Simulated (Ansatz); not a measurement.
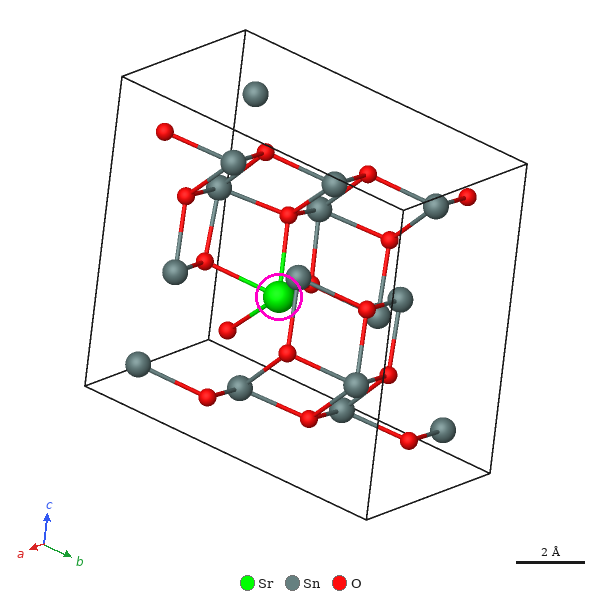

An orthographic ball-and-stick view of the structure, slightly off an axis. The supercell is drawn as a box. The host is SnO, in a cell of 32 sites, and the cell is neutral. A ring marks the defect's site.

Q: Which defect is modelled here, and what are its neighbours?

A: Strontium on a tin site (a substitutional impurity). It is bonded to four O at about 2.4 Å.

The atoms were relaxed in the host's cell with DFT PBE, scalar-relativistic, plane waves, PAW (Ansatz).
